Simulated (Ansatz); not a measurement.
**Geometry relaxation of Cu (part 1 of 3)**

- system: Cu (slab, 28 atoms in the cell)
- method: DFT PBE+D3(BJ), scalar-relativistic, plane waves, PAW, no spin polarisation (Ansatz 0.2.0)

The structure derives from an entry of the Crystallography Open Database. The input holds or restrains some coordinates. Forces given for the steps count only the free coordinates.

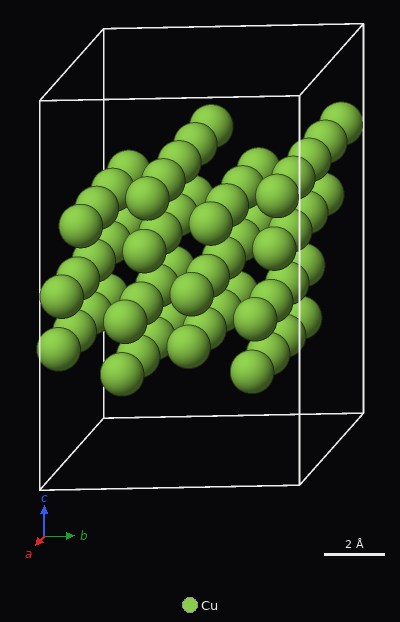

The structure as given in the input (spheres-only view of the 2 × 1 repeat of the cell, with the vacuum cut short, seen slightly off an axis). An atom can appear more than once, as a periodic image.

### Input file
```yaml
crystal:
  lattice:
    - [5.0393684, 0.0, 0.0]
    - [-2.5196842, 8.3568470816, 0.0]
    - [0.0, 0.0, 23.4463817172]
  atoms:
    - { symbol: Cu, position: [0.1363636364, 0.7727272727, 0.362529285] }
    - { symbol: Cu, position: [0.1363636364, 0.2727272727, 0.362529285] }
    - { symbol: Cu, position: [0.6363636364, 0.7727272727, 0.362529285] }
    - { symbol: Cu, position: [0.6363636364, 0.2727272727, 0.362529285] }
    - { symbol: Cu, position: [0.2727272727, 0.5454545455, 0.4083528567] }
    - { symbol: Cu, position: [0.2727272727, 0.0454545455, 0.4083528567] }
    - { symbol: Cu, position: [0.7727272727, 0.5454545455, 0.4083528567] }
    - { symbol: Cu, position: [0.7727272727, 0.0454545455, 0.4083528567] }
    - { symbol: Cu, position: [0.4090909091, 0.3181818182, 0.4541764283] }
    - { symbol: Cu, position: [0.4090909091, 0.8181818182, 0.4541764283] }
    - { symbol: Cu, position: [0.9090909091, 0.3181818182, 0.4541764283] }
    - { symbol: Cu, position: [0.9090909091, 0.8181818182, 0.4541764283] }
    - { symbol: Cu, position: [0.5454545455, 0.0909090909, 0.5] }
    - { symbol: Cu, position: [0.5454545455, 0.5909090909, 0.5] }
    - { symbol: Cu, position: [0.0454545455, 0.0909090909, 0.5] }
    - { symbol: Cu, position: [0.0454545455, 0.5909090909, 0.5] }
    - { symbol: Cu, position: [0.6818181818, 0.8636363636, 0.5458235717] }
    - { symbol: Cu, position: [0.6818181818, 0.3636363636, 0.5458235717] }
    - { symbol: Cu, position: [0.1818181818, 0.8636363636, 0.5458235717] }
    - { symbol: Cu, position: [0.1818181818, 0.3636363636, 0.5458235717] }
    - { symbol: Cu, position: [0.8181818182, 0.6363636364, 0.5916471433] }
    - { symbol: Cu, position: [0.8181818182, 0.1363636364, 0.5916471433] }
    - { symbol: Cu, position: [0.3181818182, 0.6363636364, 0.5916471433] }
    - { symbol: Cu, position: [0.3181818182, 0.1363636364, 0.5916471433] }
    - { symbol: Cu, position: [0.9545454545, 0.4090909091, 0.637470715] }
    - { symbol: Cu, position: [0.9545454545, 0.9090909091, 0.637470715] }
    - { symbol: Cu, position: [0.4545454545, 0.4090909091, 0.637470715] }
    - { symbol: Cu, position: [0.4545454545, 0.9090909091, 0.637470715] }
basis:
  ecutwfc: 420
kpoints:
  mp_grid: { grid: [6, 4, 1] }
hamiltonian:
  xc: pbe
  dispersion: d3bj
scf:
  occupations: { method: gaussian, width: 0.1 }
output:
  forces: true
  eigenvalues: true
  write_density: true
  write_potential: true
  elf: true
  volumetric_format: npy
relax:
  adjacent_minimum: "off"
  f_tol: 0.03
  max_steps: 70
  constraints: [{ sites: [0, 1, 2, 3, 4, 5, 6, 7, 8, 9, 10, 11] }]
efield:
  axis: 3
  dipole_correction: true
```

Launch command:
```bash
ansatz run input.yaml --threads 8 --pin off --max-ram 22528MiB --backend cpu --events-out ev --progress --plain --runs-dir out
```

### Log
```
Warning: crystal.symmetry: narrowed to the stabiliser of the k-point mesh — unitary ops 8 → 4; excluded 4 operations that carry a point of the 6×4×1 mesh (shift [0, 0, 0]) off the mesh (the run samples exactly the mesh kpoints.mp_grid names, as under crystal.symmetry.detect: false, and its converged state has the mesh's symmetry, not the crystal's; ε∞, the Born charges and the force constants of a linear response (`dielectric:` by the response, `phonons.method: dfpt`) are averaged over those of the crystal's operations that the state keeps within a tolerance, where `mesh_tensors`, `unaveraged_element` or `gamma_mean_max_change_ev_ang2` stands beside them; a row that `dielectric.field_direction` solves alone is averaged likewise, with nothing beside; a Γ-centred mesh of equal divisions is mapped onto itself by every operation and keeps the whole group, as does a half-shifted one under kpoints.further_shifts: images)
Engine: ansatz 0.2.0, x86_64-unknown-linux-gnu
Pseudopotentials: kind: paw
Pseudopotential: Cu, paw, valence charge 19, recommended cutoff 420 eV (normal), Cu.paw.azcp
Functional definition: PBE
  parameter kappa = 0.804
  parameter beta = 0.06672455060314922
  exchange = pbe_x(kappa = kappa, mu = beta*pi^2/3)
  correlation = pbe_c(beta = beta)
Crystal: 28 atoms, lattice volume = 987.403 Å³
Basis set: ecut = 420 eV, 19325 PW (Γ), exchange–correlation on 72×120×320 points (8 copies of the dense FFT grid, shifted against one another)
Bands: 320, of which v1, the nominal top of the filled ones, is band 266 counted from 1 (265 counted from 0)
Symmetry: 4 space group operations
k-points: 14 of 24 (time reversal used)
Non-local potential: Cu, projectors of the file, l = 0: 3, l = 1: 2, l = 2: 3, l = 3: 1
PAW form: soft (Blöchl's): semilocal exchange-correlation on the pseudo side does not see the compensation charge
PAW one-centre angular grid: Cu, 590 points (default); XC on 64 Gauss nodes
Initial density: superposition of atomic densities (neutral atoms: chi_scale 0, normalization atom), corrected by the library's trained network
Initial wavefunctions: pseudopotential atomic-orbital guess
Functional: x = pbe(κ = 0.804, μ = 0.2195149727645171), c = pbe(β = 0.06672455060314922)
SCF iter   1: F=—  HF=-185507.992218 eV  |F-HF|=—  |Δ(HF+E_count)|=         —  Δρ=1.43e-3  dr2=1.41e-1  ethr=1.77e-3  p=0.000 e·Å  D=2.99e-13 V/Å  ΔV_dip=-0.00 eV  dr2_dipole=2.60e-8  V_vac-E_F(+/−)=4.29/4.29 eV  ⟨swp⟩=6.7  Hψ=17937  notcnv=0  defer=353
efield: sawtooth ramp at fractional position 0.9500 (placed from the atoms, in the widest stretch of the axis that holds none; the zero of the levels goes with the place), width 0.1000; the density the first Hamiltonian is built on has a dipole p = 0.000 e·Å; the dipole correction subtracts the counter field D = 2.99e-13 V/Å, which shifts the + side's vacuum level by -0.00 eV against the − side's; the planar-averaged density in the ramp window peaks in size at 6.3e-6 e/Å³
preconditioner: auto → LDOS  [metal: Δε(μ)=0.014 eV  Ē_g=8.045 eV  σ=0.100 eV  W_gap=0.08  n_scr=236 (ndim 8)  ℏωp=20.7 eV  f_vac=0.622  D(μ)=11.82/eV (n_scr^D=48)  β→1.0]
SCF iter   2: F=—  HF=-185508.043401 eV  |F-HF|=—  |Δ(HF+E_count)|=   5.12e-2  Δρ=3.88e-3  dr2=9.12e-2  ethr=2.64e-5  p=0.000 e·Å  D=2.30e-6 V/Å  ΔV_dip=-0.00 eV  dr2_dipole=2.82e-12  V_vac-E_F(+/−)=4.41/4.41 eV  ⟨swp⟩=2.6  Hψ=9046  notcnv=0  defer=493
SCF iter   3: F=—  HF=-185508.025420 eV  |F-HF|=—  |Δ(HF+E_count)|=   1.80e-2  Δρ=5.12e-4  dr2=3.51e-3  ethr=1.71e-5  p=-0.000 e·Å  D=-2.18e-6 V/Å  ΔV_dip=0.00 eV  dr2_dipole=1.97e-8  V_vac-E_F(+/−)=4.41/4.41 eV  ⟨swp⟩=2.0  Hψ=5923  notcnv=0  defer=493
SCF iter   4: F=—  HF=-185508.025833 eV  |F-HF|=—  |Δ(HF+E_count)|=   4.13e-4  Δρ=6.74e-4  dr2=4.53e-3  ethr=6.60e-7  p=-0.000 e·Å  D=-1.47e-6 V/Å  ΔV_dip=0.00 eV  dr2_dipole=1.41e-8  V_vac-E_F(+/−)=4.42/4.42 eV  ⟨swp⟩=2.9  Hψ=7826  notcnv=0  defer=493
SCF iter   5: F=—  HF=-185508.025579 eV  |F-HF|=—  |Δ(HF+E_count)|=   2.54e-4  Δρ=3.48e-4  dr2=8.32e-4  ethr=6.60e-7  p=-0.000 e·Å  D=-5.44e-7 V/Å  ΔV_dip=0.00 eV  dr2_dipole=2.79e-8  V_vac-E_F(+/−)=4.44/4.44 eV  ⟨swp⟩=2.0  Hψ=5910  notcnv=0  defer=493
SCF iter   6: F=—  HF=-185508.025499 eV  |F-HF|=—  |Δ(HF+E_count)|=   7.94e-5  Δρ=8.46e-5  dr2=5.85e-5  ethr=1.56e-7  p=-0.000 e·Å  D=-1.30e-7 V/Å  ΔV_dip=0.00 eV  dr2_dipole=9.73e-11  V_vac-E_F(+/−)=4.45/4.45 eV  ⟨swp⟩=2.1  Hψ=5853  notcnv=0  defer=493
SCF iter   7: F=-185508.025541 eV  HF=-185508.025528 eV  |F-HF|=1.23e-5  |Δ(HF+E_count)|=   2.89e-5  Δρ=3.77e-5  dr2=1.08e-5  ethr=4.23e-9  p=-0.000 e·Å  D=-1.10e-6 V/Å  ΔV_dip=0.00 eV  dr2_dipole=3.85e-9  V_vac-E_F(+/−)=4.45/4.45 eV  ⟨swp⟩=25.1  Hψ=54201  notcnv=0
SCF 1 converged in 7 iterations: F = -185508.025541 eV  dr2 = 1.08e-5
  greatest PAW one-centre occupation: 1.000 electrons in one spin orbital (limit 2), on the Cu atom at site 3 (counted from 0), in its partial waves of l = 0
relax step   1: F+E_penalty+E_count = -185508.02554076 eV  Δ(F+E_penalty+E_count) = +0.000e0 eV  max|allowed force component| = 3.521e-1 eV/Å  Δτ_max = 0.0000 Å  (7 SCF iters, dr2 threshold 2.25e-5 eV, accepted)
Initial density: handed on by an earlier stage of this run
Initial wavefunctions: those handed on with the density
iter 1 solved again at ethr=3.04e-6 eV; its pass at ethr=3.10e-3 eV (dr2=1.62e-2 eV) is discarded
SCF iter   1: F=—  HF=-185508.080981 eV  |F-HF|=—  |Δ(HF+E_count)|=         —  Δρ=1.79e-3  dr2=1.65e-2  ethr=3.04e-6  p=-0.000 e·Å  D=-1.00e-6 V/Å  ΔV_dip=0.00 eV  dr2_dipole=3.07e-4  V_vac-E_F(+/−)=4.45/4.45 eV  ⟨swp⟩=2.9  Hψ=12773  notcnv=0  defer=627
efield: sawtooth ramp at fractional position 0.9500 (handed on by an earlier solve), width 0.1000; the density the first Hamiltonian is built on has a dipole p = -0.000 e·Å; the dipole correction subtracts the counter field D = -1.00e-6 V/Å, which shifts the + side's vacuum level by +0.00 eV against the − side's; the planar-averaged density in the ramp window peaks in size at 6.6e-7 e/Å³
preconditioner: auto → LDOS  [metal: Δε(μ)=0.026 eV  Ē_g=8.115 eV  σ=0.100 eV  W_gap=0.15  n_scr=236 (ndim 8)  ℏωp=20.7 eV  f_vac=0.622  D(μ)=11.63/eV (n_scr^D=48)  β→1.0]
SCF iter   2: F=—  HF=-185508.074532 eV  |F-HF|=—  |Δ(HF+E_count)|=   6.45e-3  Δρ=1.03e-3  dr2=8.86e-3  ethr=3.04e-6  p=-0.004 e·Å  D=-8.22e-4 V/Å  ΔV_dip=0.02 eV  dr2_dipole=5.80e-4  V_vac-E_F(+/−)=4.47/4.45 eV  ⟨swp⟩=2.0  Hψ=7198  notcnv=0  defer=627
SCF iter   3: F=—  HF=-185508.074121 eV  |F-HF|=—  |Δ(HF+E_count)|=   4.11e-4  Δρ=1.06e-3  dr2=6.70e-3  ethr=1.67e-6  p=-0.002 e·Å  D=-3.49e-4 V/Å  ΔV_dip=0.01 eV  dr2_dipole=9.07e-6  V_vac-E_F(+/−)=4.46/4.45 eV  ⟨swp⟩=2.0  Hψ=7256  notcnv=0  defer=627
SCF iter   4: F=—  HF=-185508.072780 eV  |F-HF|=—  |Δ(HF+E_count)|=   1.34e-3  Δρ=2.24e-4  dr2=3.37e-4  ethr=1.26e-6  p=-0.003 e·Å  D=-5.74e-4 V/Å  ΔV_dip=0.01 eV  dr2_dipole=9.68e-8  V_vac-E_F(+/−)=4.47/4.45 eV  ⟨swp⟩=2.0  Hψ=6307  notcnv=0  defer=627
SCF iter   5: F=—  HF=-185508.072765 eV  |F-HF|=—  |Δ(HF+E_count)|=   1.57e-5  Δρ=1.56e-4  dr2=1.39e-4  ethr=6.33e-8  p=-0.004 e·Å  D=-6.43e-4 V/Å  ΔV_dip=0.02 eV  dr2_dipole=7.73e-9  V_vac-E_F(+/−)=4.47/4.45 eV  ⟨swp⟩=2.4  Hψ=6833  notcnv=0  defer=627
SCF iter   6: F=-185508.072738 eV  HF=-185508.072738 eV  |F-HF|=8.71e-8  |Δ(HF+E_count)|=   2.65e-5  Δρ=1.78e-5  dr2=3.66e-6  ethr=1.46e-9  p=-0.004 e·Å  D=-6.63e-4 V/Å  ΔV_dip=0.02 eV  dr2_dipole=8.21e-7  V_vac-E_F(+/−)=4.47/4.45 eV  ⟨swp⟩=19.1  Hψ=45809  notcnv=0
SCF 2 converged in 6 iterations: F = -185508.072738 eV  dr2 = 3.66e-6
relax step   2: F+E_penalty+E_count = -185508.07273808 eV  Δ(F+E_penalty+E_count) = -4.720e-2 eV  max|allowed force component| = 2.455e-1 eV/Å  Δτ_max = 0.0286 Å  (6 SCF iters, dr2 threshold 7.75e-6 eV, accepted)
SCF iter   1: F=—  HF=-185508.159524 eV  |F-HF|=—  |Δ(HF+E_count)|=         —  Δρ=4.12e-3  dr2=8.73e-2  ethr=1.64e-4  p=-0.004 e·Å  D=-6.62e-4 V/Å  ΔV_dip=0.02 eV  dr2_dipole=4.37e-6  V_vac-E_F(+/−)=4.47/4.45 eV  ⟨swp⟩=4.3  Hψ=9039  notcnv=0  defer=624
efield: sawtooth ramp at fractional position 0.9500 (handed on by an earlier solve), width 0.1000; the density the first Hamiltonian is built on has a dipole p = -0.004 e·Å; the dipole correction subtracts the counter field D = -6.62e-4 V/Å, which shifts the + side's vacuum level by +0.02 eV against the − side's; the planar-averaged density in the ramp window peaks in size at 6.9e-6 e/Å³
preconditioner: auto → LDOS  [metal: Δε(μ)=0.015 eV  Ē_g=8.114 eV  σ=0.100 eV  W_gap=0.08  n_scr=236 (ndim 8)  ℏωp=20.7 eV  f_vac=0.622  D(μ)=11.67/eV (n_scr^D=48)  β→1.0]
SCF iter   2: F=—  HF=-185508.126211 eV  |F-HF|=—  |Δ(HF+E_count)|=   3.33e-2  Δρ=2.66e-3  dr2=6.47e-2  ethr=1.64e-5  p=-0.013 e·Å  D=-2.47e-3 V/Å  ΔV_dip=0.06 eV  dr2_dipole=6.76e-3  V_vac-E_F(+/−)=4.52/4.46 eV  ⟨swp⟩=2.0  Hψ=8566  notcnv=0  defer=624
SCF iter   3: F=—  HF=-185508.123264 eV  |F-HF|=—  |Δ(HF+E_count)|=   2.95e-3  Δρ=2.59e-3  dr2=3.81e-2  ethr=1.22e-5  p=-0.008 e·Å  D=-1.54e-3 V/Å  ΔV_dip=0.04 eV  dr2_dipole=2.27e-5  V_vac-E_F(+/−)=4.49/4.45 eV  ⟨swp⟩=2.0  Hψ=7299  notcnv=0  defer=624
SCF iter   4: F=—  HF=-185508.115541 eV  |F-HF|=—  |Δ(HF+E_count)|=   7.72e-3  Δρ=3.17e-4  dr2=9.37e-4  ethr=7.17e-6  p=-0.012 e·Å  D=-2.17e-3 V/Å  ΔV_dip=0.05 eV  dr2_dipole=1.55e-4  V_vac-E_F(+/−)=4.50/4.45 eV  ⟨swp⟩=2.0  Hψ=6344  notcnv=0  defer=624
SCF iter   5: F=—  HF=-185508.115418 eV  |F-HF|=—  |Δ(HF+E_count)|=   1.23e-4  Δρ=3.68e-4  dr2=8.87e-4  ethr=1.76e-7  p=-0.013 e·Å  D=-2.44e-3 V/Å  ΔV_dip=0.06 eV  dr2_dipole=5.78e-5  V_vac-E_F(+/−)=4.50/4.45 eV  ⟨swp⟩=3.0  Hψ=9404  notcnv=0  defer=624
SCF iter   6: F=—  HF=-185508.115269 eV  |F-HF|=—  |Δ(HF+E_count)|=   1.49e-4  Δρ=4.67e-5  dr2=6.61e-5  ethr=1.67e-7  p=-0.014 e·Å  D=-2.50e-3 V/Å  ΔV_dip=0.06 eV  dr2_dipole=2.65e-5  V_vac-E_F(+/−)=4.51/4.45 eV  ⟨swp⟩=2.0  Hψ=5905  notcnv=0  defer=624
SCF iter   7: F=—  HF=-185508.115282 eV  |F-HF|=—  |Δ(HF+E_count)|=   1.34e-5  Δρ=5.10e-5  dr2=2.29e-5  ethr=1.24e-8  p=-0.014 e·Å  D=-2.61e-3 V/Å  ΔV_dip=0.06 eV  dr2_dipole=3.81e-6  V_vac-E_F(+/−)=4.51/4.45 eV  ⟨swp⟩=2.0  Hψ=5991  notcnv=0  defer=624
SCF iter   8: F=-185508.115281 eV  HF=-185508.115282 eV  |F-HF|=1.42e-6  |Δ(HF+E_count)|=   3.51e-7  Δρ=2.19e-5  dr2=3.60e-6  ethr=7.08e-10  p=-0.014 e·Å  D=-2.64e-3 V/Å  ΔV_dip=0.06 eV  dr2_dipole=4.59e-7  V_vac-E_F(+/−)=4.51/4.45 eV  ⟨swp⟩=19.4  Hψ=43976  notcnv=0
SCF 3 converged in 8 iterations: F = -185508.115281 eV  dr2 = 3.60e-6
relax step   3: F+E_penalty+E_count = -185508.11528086 eV  Δ(F+E_penalty+E_count) = -4.254e-2 eV  max|allowed force component| = 9.687e-3 eV/Å  Δτ_max = 0.0645 Å  (8 SCF iters, dr2 threshold 3.77e-6 eV, accepted)
iter 1 solved again at ethr=6.78e-10 eV; its pass at ethr=3.10e-3 eV (dr2=3.61e-6 eV) is discarded
SCF iter   1: F=—  HF=-185508.115298 eV  |F-HF|=—  |Δ(HF+E_count)|=         —  Δρ=2.19e-5  dr2=3.61e-6  ethr=6.78e-10  p=-0.014 e·Å  D=-2.64e-3 V/Å  ΔV_dip=0.06 eV  dr2_dipole=4.63e-7  V_vac-E_F(+/−)=4.51/4.45 eV  ⟨swp⟩=1.0  Hψ=10416  notcnv=0
efield: sawtooth ramp at fractional position 0.9500 (handed on by an earlier solve), width 0.1000; the density the first Hamiltonian is built on has a dipole p = -0.014 e·Å; the dipole correction subtracts the counter field D = -2.64e-3 V/Å, which shifts the + side's vacuum level by +0.06 eV against the − side's; the planar-averaged density in the ramp window peaks in size at 6.7e-6 e/Å³
preconditioner: auto → LDOS  [metal: Δε(μ)=0.018 eV  Ē_g=8.127 eV  σ=0.100 eV  W_gap=0.10  n_scr=236 (ndim 8)  ℏωp=20.7 eV  f_vac=0.622  D(μ)=11.63/eV (n_scr^D=48)  β→1.0]
SCF iter   2: F=—  HF=-185508.115287 eV  |F-HF|=—  |Δ(HF+E_count)|=   1.06e-5  Δρ=5.40e-5  dr2=1.61e-5  ethr=6.78e-10  p=-0.014 e·Å  D=-2.65e-3 V/Å  ΔV_dip=0.06 eV  dr2_dipole=3.08e-9  V_vac-E_F(+/−)=4.51/4.45 eV  ⟨swp⟩=2.5  Hψ=7589  notcnv=0
SCF iter   3: F=—  HF=-185508.115284 eV  |F-HF|=—  |Δ(HF+E_count)|=   2.58e-6  Δρ=1.36e-5  dr2=1.22e-6  ethr=6.78e-10  p=-0.015 e·Å  D=-2.67e-3 V/Å  ΔV_dip=0.06 eV  dr2_dipole=1.01e-7  V_vac-E_F(+/−)=4.51/4.45 eV  ⟨swp⟩=2.3  Hψ=7435  notcnv=0
SCF iter   4: F=—  HF=-185508.115284 eV  |F-HF|=—  |Δ(HF+E_count)|=   4.29e-8  Δρ=7.28e-6  dr2=3.44e-7  ethr=2.30e-10  p=-0.015 e·Å  D=-2.67e-3 V/Å  ΔV_dip=0.06 eV  dr2_dipole=1.35e-8  V_vac-E_F(+/−)=4.51/4.45 eV  ⟨swp⟩=2.0  Hψ=6685  notcnv=0
iter 5 did not close the SCF: its close was put off until two iterations running show no level that it waits for move by more than its bar (scf_convergence_deferred on its scf_iter line)
SCF iter   5: F=-185508.115284 eV  HF=-185508.115284 eV  |F-HF|=3.08e-8  |Δ(HF+E_count)|=   4.30e-8  Δρ=1.01e-6  dr2=1.11e-8  ethr=1.88e-11  p=-0.015 e·Å  D=-2.67e-3 V/Å  ΔV_dip=0.06 eV  dr2_dipole=3.18e-9  V_vac-E_F(+/−)=4.51/4.45 eV  ⟨swp⟩=12.9  Hψ=35334  notcnv=0
iter 6 did not close the SCF: its close was put off until two iterations running show no level that it waits for move by more than its bar (scf_convergence_deferred on its scf_iter line)
SCF iter   6: F=-185508.115284 eV  HF=-185508.115284 eV  |F-HF|=3.17e-9  |Δ(HF+E_count)|=   3.61e-8  Δρ=6.75e-7  dr2=3.31e-9  ethr=2.09e-12  p=-0.015 e·Å  D=-2.67e-3 V/Å  ΔV_dip=0.06 eV  dr2_dipole=3.46e-10  V_vac-E_F(+/−)=4.51/4.45 eV  ⟨swp⟩=8.9  Hψ=28851  notcnv=0
SCF iter   7: F=-185508.115284 eV  HF=-185508.115284 eV  |F-HF|=1.28e-9  |Δ(HF+E_count)|=   3.84e-9  Δρ=2.12e-7  dr2=4.96e-10  ethr=1.00e-12  p=-0.015 e·Å  D=-2.67e-3 V/Å  ΔV_dip=0.06 eV  dr2_dipole=6.66e-12  V_vac-E_F(+/−)=4.51/4.45 eV  ⟨swp⟩=8.4  Hψ=27944  notcnv=0
SCF 4 converged in 7 iterations: F = -185508.115284 eV  dr2 = 4.96e-10
relax step   4: F+E_penalty+E_count = -185508.11528444 eV  Δ(F+E_penalty+E_count) = -3.582e-6 eV  max|allowed force component| = 9.609e-3 eV/Å  Δτ_max = 0.0000 Å  (7 SCF iters, accepted)
```

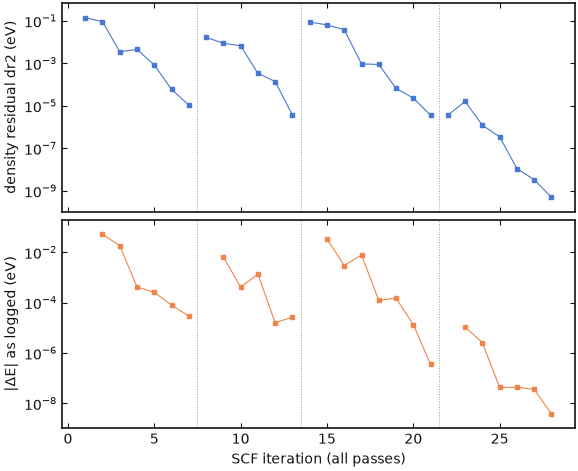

Convergence of the self-consistent field: density residual dr2 and size of the energy change against the SCF iteration. The dotted lines part the SCF passes of the relaxation: geometry steps, rejected trials and re-solves on a re-selected basis. The passes take 7, 6, 8 and 7 iterations.
